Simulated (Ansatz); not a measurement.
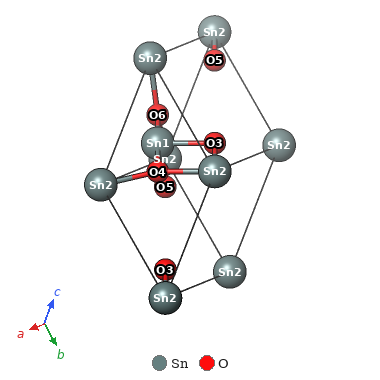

The system is SnO2 (I4_1/amd, No. 141; 6 atoms in the cell); the picture shows the reference structure. 
- The energy is mapped over volume and the cell's shape.
- First axis: volume per atom. Second axis: c/a of the conventional cell.
- Relaxed at each point: the atoms inside the fixed cell.
- Grid: 5 × 5 points.
- Points are written as (first, second).
- Energies are in meV/atom, from the relaxed crystal.
- Computed with DFT LDA, scalar-relativistic, plane waves, PAW in Ansatz. Settings: cutoff 520 eV, k-mesh 10×10×10, gaussian smearing 0.05 eV, no spin polarisation.

Its coordinates:

```
CELL_PARAMETERS angstrom
-1.98495 1.98495 5.08770
1.98495 -1.98495 5.08770
1.98495 1.98495 -5.08770
ATOMIC_POSITIONS crystal
Sn 0.75000 0.25000 0.50000
Sn 0.00000 0.00000 0.00000
O 0.79700 0.79700 0.00000
O 0.95300 0.45300 0.50000
O 0.20300 0.20300 0.00000
O 0.54700 0.04700 0.50000
```

The input of one point:

```yaml
crystal:
  lattice:
    - [-1.984951633, 1.984951633, 5.0876986906]
    - [1.984951633, -1.984951633, 5.0876986906]
    - [1.984951633, 1.984951633, -5.0876986906]
  atoms:
    - { symbol: Sn, position: [0.75, 0.25, 0.5] }
    - { symbol: Sn, position: [0.0, 0.0, 0.0] }
    - { symbol: O, position: [0.7970017034, 0.7970017034, 0.0] }
    - { symbol: O, position: [0.9529982966, 0.4529982966, 0.5] }
    - { symbol: O, position: [0.2029982966, 0.2029982966, 0.0] }
    - { symbol: O, position: [0.5470017034, 0.0470017034, 0.5] }
basis:
  ecutwfc: 520.0
kpoints:
  mp_grid: { grid: [10, 10, 10] }
hamiltonian:
  xc: lda
  pseudopotentials: { kind: paw, azcp: { folder: soft_1 } }
scf:
  occupations: { method: gaussian, width: 0.05 }
output:
  forces: true
  stress: true
  eigenvalues: true
relax:
  adjacent_minimum: "off"
  f_tol: 0.01
  max_steps: 30
```

Range: volume per atom from 11.23 to 15.50 Å³; c/a of the conventional cell from 2.272 to 2.892.

### What landscape does the calculation give?

The lowest grid point is at (13.36 Å³, 2.563), 0 meV/atom from the relaxed crystal. No other kind of well shows on this grid. The highest grid point, (11.23 Å³, 2.892), lies 351 meV/atom above the lowest. Round the minimum the two coordinates are weakly coupled (coupling −0.13 in units of the two stiffnesses).

```
c/a of the conventional cell ↓, volume per atom →  11.23  12.29  13.36  14.43  15.50
                                            2.892    351    114     41     72    168
                                            2.722    292     74     11     46    143
                                            2.563    248     52      0     38    132
                                            2.413    223     52     11     51    140
                                            2.272    220     76     45     86    170
```

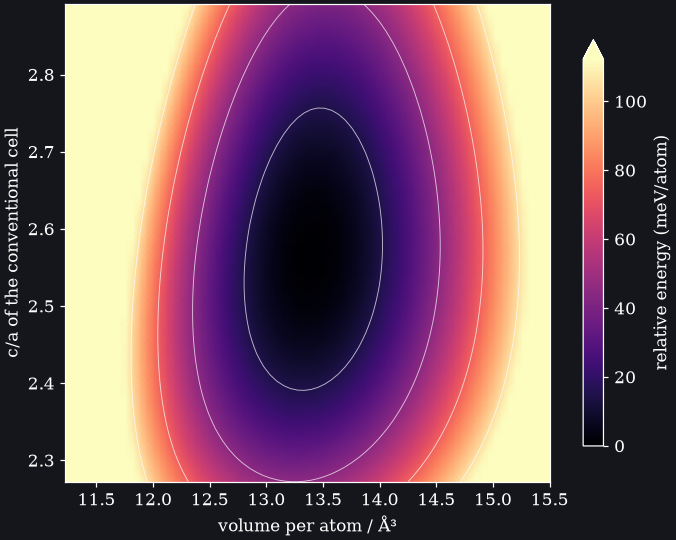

Drawn: a smooth colour map with a few white contour lines, one colour for all values above the top of the scale. Between grid points the surface is interpolated.

The whole map (25 points run) took 17 min on 2 threads of Arm Neoverse V1, on a shared host.
